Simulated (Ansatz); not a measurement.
# Au(111) with 4 layers of random Au-Pt, 2x2: scattering by chemical disorder, part 2 of 2

How strongly does chemical disorder scatter in Au(111) with 4 layers of random Au-Pt, 2x2?

Ansatz 0.2.0; Ansatz plane-wave DFT, PBE, PAW files; ballistic transport by layer matching (Landauer), zero bias; PAW set soft_1.

So far. Step 3 (With 8 alloy layers): Over the solved energies the transmission per spin lies between 2.51 and 2.53, out of 3.21 channels of the lead on average (up to 3.21).

### 4. With 12 alloy layers

System of this step: Au(111) with 12 layers of random Au-Pt, 2x2. The cell holds 72 atoms: 66 Au and 6 Pt. Cell: a = 5.768 Å, b = 5.768 Å, c = 42.382 Å, α = 90.0°, β = 90.0°, γ = 120.0°. It derives from Au. Regions: lead, 24 atoms (24 Au); scattering region, 48 atoms (42 Au and 6 Pt). The structure is stacked along c, and the current runs across the ab planes.

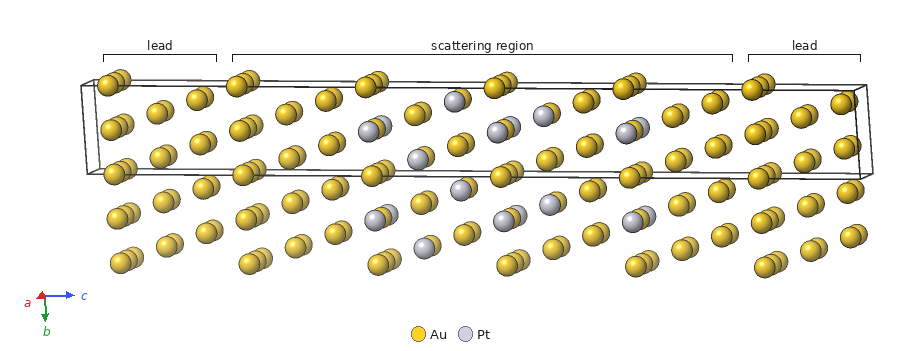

The cell of this step (gold yellow, platinum light grey). 1×2×1 cells are drawn. Some periodic images of atoms are drawn too.

Input file input.yaml:

```yaml
crystal:
  lattice:
    - [5.7675164607, 0.0, 0.0]
    - [-2.8837582304, 4.9948157718, 0.0]
    - [0.0, 0.0, 42.3824172358]
  atoms:
    - { symbol: Au, position: [0.0, 0.0, 0.0277777778] }
    - { symbol: Au, position: [0.0, 0.5, 0.0277777778] }
    - { symbol: Au, position: [0.5, 0.0, 0.0277777778] }
    - { symbol: Au, position: [0.5, 0.5, 0.0277777778] }
    - { symbol: Au, position: [0.1666666667, 0.3333333333, 0.0833333333] }
    - { symbol: Au, position: [0.1666666667, 0.8333333333, 0.0833333333] }
    - { symbol: Au, position: [0.6666666667, 0.3333333333, 0.0833333333] }
    - { symbol: Au, position: [0.6666666667, 0.8333333333, 0.0833333333] }
    - { symbol: Au, position: [0.3333333333, 0.1666666667, 0.1388888889] }
    - { symbol: Au, position: [0.3333333333, 0.6666666667, 0.1388888889] }
    - { symbol: Au, position: [0.8333333333, 0.1666666667, 0.1388888889] }
    - { symbol: Au, position: [0.8333333333, 0.6666666667, 0.1388888889] }
    - { symbol: Au, position: [0.0, 0.0, 0.1944444444] }
    - { symbol: Au, position: [0.0, 0.5, 0.1944444444] }
    - { symbol: Au, position: [0.5, 0.0, 0.1944444444] }
    - { symbol: Au, position: [0.5, 0.5, 0.1944444444] }
    - { symbol: Au, position: [0.1666666667, 0.3333333333, 0.25] }
    - { symbol: Au, position: [0.1666666667, 0.8333333333, 0.25] }
    - { symbol: Au, position: [0.6666666667, 0.3333333333, 0.25] }
    - { symbol: Au, position: [0.6666666667, 0.8333333333, 0.25] }
    - { symbol: Au, position: [0.3333333333, 0.1666666667, 0.3055555556] }
    - { symbol: Au, position: [0.3333333333, 0.6666666667, 0.3055555556] }
    - { symbol: Au, position: [0.8333333333, 0.1666666667, 0.3055555556] }
    - { symbol: Au, position: [0.8333333333, 0.6666666667, 0.3055555556] }
    - { symbol: Au, position: [0.0, 0.0, 0.3611111111] }
    - { symbol: Pt, position: [0.0, 0.5, 0.3611111111] }
    - { symbol: Au, position: [0.5, 0.0, 0.3611111111] }
    - { symbol: Au, position: [0.5, 0.5, 0.3611111111] }
    - { symbol: Au, position: [0.1666666667, 0.3333333333, 0.4166666667] }
    - { symbol: Au, position: [0.1666666667, 0.8333333333, 0.4166666667] }
    - { symbol: Au, position: [0.6666666667, 0.3333333333, 0.4166666667] }
    - { symbol: Pt, position: [0.6666666667, 0.8333333333, 0.4166666667] }
    - { symbol: Au, position: [0.3333333333, 0.1666666667, 0.4722222222] }
    - { symbol: Au, position: [0.3333333333, 0.6666666667, 0.4722222222] }
    - { symbol: Pt, position: [0.8333333333, 0.1666666667, 0.4722222222] }
    - { symbol: Au, position: [0.8333333333, 0.6666666667, 0.4722222222] }
    - { symbol: Au, position: [0.0, 0.0, 0.5277777778] }
    - { symbol: Pt, position: [0.0, 0.5, 0.5277777778] }
    - { symbol: Au, position: [0.5, 0.0, 0.5277777778] }
    - { symbol: Au, position: [0.5, 0.5, 0.5277777778] }
    - { symbol: Au, position: [0.1666666667, 0.3333333333, 0.5833333333] }
    - { symbol: Au, position: [0.1666666667, 0.8333333333, 0.5833333333] }
    - { symbol: Pt, position: [0.6666666667, 0.3333333333, 0.5833333333] }
    - { symbol: Au, position: [0.6666666667, 0.8333333333, 0.5833333333] }
    - { symbol: Au, position: [0.3333333333, 0.1666666667, 0.6388888889] }
    - { symbol: Au, position: [0.3333333333, 0.6666666667, 0.6388888889] }
    - { symbol: Au, position: [0.8333333333, 0.1666666667, 0.6388888889] }
    - { symbol: Au, position: [0.8333333333, 0.6666666667, 0.6388888889] }
    - { symbol: Au, position: [0.0, 0.0, 0.6944444444] }
    - { symbol: Pt, position: [0.0, 0.5, 0.6944444444] }
    - { symbol: Au, position: [0.5, 0.0, 0.6944444444] }
    - { symbol: Au, position: [0.5, 0.5, 0.6944444444] }
    - { symbol: Au, position: [0.1666666667, 0.3333333333, 0.75] }
    - { symbol: Au, position: [0.1666666667, 0.8333333333, 0.75] }
    - { symbol: Au, position: [0.6666666667, 0.3333333333, 0.75] }
    - { symbol: Au, position: [0.6666666667, 0.8333333333, 0.75] }
    - { symbol: Au, position: [0.3333333333, 0.1666666667, 0.8055555556] }
    - { symbol: Au, position: [0.3333333333, 0.6666666667, 0.8055555556] }
    - { symbol: Au, position: [0.8333333333, 0.1666666667, 0.8055555556] }
    - { symbol: Au, position: [0.8333333333, 0.6666666667, 0.8055555556] }
    - { symbol: Au, position: [0.0, 0.0, 0.8611111111] }
    - { symbol: Au, position: [0.0, 0.5, 0.8611111111] }
    - { symbol: Au, position: [0.5, 0.0, 0.8611111111] }
    - { symbol: Au, position: [0.5, 0.5, 0.8611111111] }
    - { symbol: Au, position: [0.1666666667, 0.3333333333, 0.9166666667] }
    - { symbol: Au, position: [0.1666666667, 0.8333333333, 0.9166666667] }
    - { symbol: Au, position: [0.6666666667, 0.3333333333, 0.9166666667] }
    - { symbol: Au, position: [0.6666666667, 0.8333333333, 0.9166666667] }
    - { symbol: Au, position: [0.3333333333, 0.1666666667, 0.9722222222] }
    - { symbol: Au, position: [0.3333333333, 0.6666666667, 0.9722222222] }
    - { symbol: Au, position: [0.8333333333, 0.1666666667, 0.9722222222] }
    - { symbol: Au, position: [0.8333333333, 0.6666666667, 0.9722222222] }
kpoints:
  mp_grid: { grid: [5, 5, 1] }
hamiltonian:
  xc: pbe
  pseudopotentials: { kind: paw, azcp: { folder: soft_1 } }
scf:
  occupations: { method: fermi_dirac, width: 0.1 }
output:
  transmission:
    leads: [[0, 4]]
    kmesh: [10, 10]
    e_range: [-0.05, 0.05]
    de: 0.05
  write_potential: true
  write_density: true
  volumetric_format: npy
```

The run is started by

```console
$ ansatz run input.yaml --threads 4 --pin off --max-ram 15360MiB --backend cpu --events-out ev --progress --plain --runs-dir out
```

Numbers of over 12 decimals in the logs are rounded to 6 here.

The log of the run:

```text
[...]
Crystal: 72 atoms, lattice volume = 1220.939 Å³
Basis set: ecut = 420 eV, 23937 PW (Γ)
Bands: 818, of which v1, the nominal top of the filled ones, is band 681 counted from 1 (680 counted from 0)
Symmetry: 1 space group operations
[...]
k-points: 13 of 25 (time reversal used)
[...]
SCF iter   1: F=—  HF=-943157.415247 eV  |F-HF|=—  |Δ(HF+E_count)|=         —  Δρ=8.28e-2  dr2=2.90e2  ethr=3.10e-3  ⟨swp⟩=4.0  Hψ=31614  notcnv=0  defer=209
[...]
SCF iter  13: F=-943126.332521 eV  HF=-943126.332521 eV  |F-HF|=7.10e-8  |Δ(HF+E_count)|=   3.26e-8  Δρ=7.05e-7  dr2=7.38e-8  ethr=7.34e-12  ⟨swp⟩=9.1  Hψ=43911  notcnv=0
SCF 1 converged in 13 iterations: F = -943126.332521 eV  dr2 = 7.38e-8
[...]
transmission: 326 of 3224 steps passed
transmission: 646 of 3224 steps passed
[...]
transmission: 3224 of 3224 steps passed
SCF converged after 13 iterations
Free energy (F): -943126.332521 eV
[...]
Internal energy: -943125.497518 eV  (E = F + TS)
E sigma→0 (E₀):  -943125.915020 eV
Entropy (-TS):   -0.835003 eV (-11.597 meV/atom)
Fermi energy:    20.587296 eV
[...]
--- Band table (eV; the first three rows and the last of 13) ---
  k-point 0: bands = [... 677 lower, 20.9475, 20.9667, 20.9784, 21.0011, 21.4083, 21.4089, 21.4152, 21.4323, ... 133 higher]
  k-point 1: bands = [... 677 lower, 20.4685, 20.4790, 20.5529, 20.5836, 20.6020, 20.6927, 20.7218, 20.8373, ... 133 higher]
  k-point 2: bands = [... 677 lower, 20.4427, 20.5068, 20.5424, 20.6111, 20.6960, 20.7100, 20.7936, 20.8507, ... 133 higher]
  k-point 12: bands = [... 677 lower, 20.0251, 20.0780, 20.0969, 20.2082, 20.5103, 20.5258, 20.8994, 20.9184, ... 133 higher]
--- Transmission ---
  basis      : 253 plane waves across, 62 finite elements along
  points     : 52, standing for a mesh of 10 x 10
[...]
channels       : 3.210000e0 a spin
[...]
junction   : crystal 0 to crystal 0, 1.66 to 41.68 Å
    transmission   : 2.295701e0 a spin
[...]
```

Run time: 43 min. Hardware: 4 threads of Arm Neoverse V1, shared host; peak memory 9.9 GiB; 2.8 h of CPU time.

Numbers from this step:

* free energy: -943126.3325 eV
* energy at zero smearing: -943125.9150 eV
* Fermi energy: 20.59 eV
* transmission per spin nearest the Fermi level: 2.296
* step of the lead's potential: 7.6 meV

Per spin. Transmission, zone mean against energy, zero at the Fermi level:

```
energy (eV)  transmission, zone mean
    -0.0500                     2.23
     0.0000                     2.30
     0.0500                     2.31
```

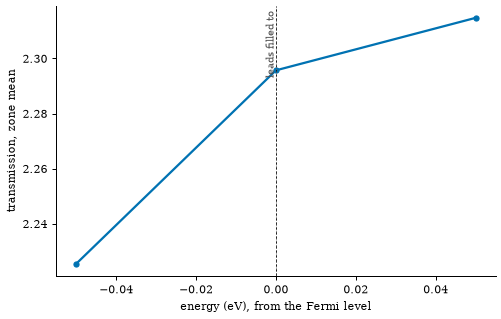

Transmission, zone mean against energy.

Over the solved energies the transmission per spin lies between 2.23 and 2.31, out of 3.21 channels of the lead on average (up to 3.21).

### 5. Resistance against length

This step: Ansatz plane-wave DFT, PBE, PAW files; ballistic transport by layer matching (Landauer), zero bias; residual resistivity from the slope of the area resistance, atoms on the host's lattice; PAW set soft_1 (Ansatz 0.2.0).

Numbers from this step:

```yaml
resistivity: 16.40 µΩ cm
intercept: 0.009768 fΩ m²
scatter_about_the_fit: 4.88e-4 fΩ m²
```

Resistance, by row:

```
run  length (Å)      T  channels N  RA (fΩ m²)
 n4       9.418  2.811        3.21      0.1645
 n8       18.84  2.519        3.21      0.3179
n12       28.25  2.279        3.21      0.4734
```

The area resistance by length of the alloy:

```
length of the alloy (Å)  area resistance (fΩ m²)
                   9.42                    0.165
                  18.84                    0.318
                  28.25                    0.473
```

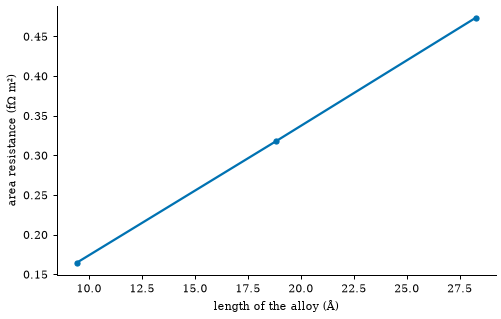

Area resistance against length of the alloy.

The area resistance goes from 0.16 to 0.47 fΩ m² between 9.4 and 28.3 Å, a slope of 16 µΩ cm.

By hand from the end points: (0.4734 − 0.1645) fΩ m² / (28.25 − 9.42) Å = 16 µΩ cm, since 1 fΩ m² per Å is 1000 µΩ cm.

### 6. Outcome

| Item | Value |
| --- | --- |
| resistivity from the slope | 16.4 µΩ cm |
| area resistance over 9.42 Å | 0.165 fΩ m² |
| area resistance over 18.8 Å | 0.318 fΩ m² |
| area resistance over 28.3 Å | 0.473 fΩ m² |

In words: The slope gives 16 µΩ cm. The points scatter by 4.9e-4 fΩ m² about the line, with one random draw a length in a 2x2 cell, so the slope is a rough value. Read with a model of isotropic scattering on a spherical Fermi surface and the lead's 0.86×10¹⁵ S/m², this slope means a mean free path near 57 Å; over these lengths the model's slope is 1.08 times its bulk resistivity, which would be 15 µΩ cm. The draw over the shortest length came out nearly ordered, with 8 symmetry operations, so that point is a poor sample of a random alloy. The atoms sit on the host's lattice, so scattering by size misfit is left out. Spin-orbit coupling is left out, which matters for Au and Pt.

[Logs are printed without paths, hosts, clocks, repeated set-up lines and the standing remarks that a program may print on its own settings, such as how far it seeks lower states.]

[Hosts, paths, dates, database ids (printed as entryN), source tags and the programs' standing remarks are cut or masked in the printed files.]
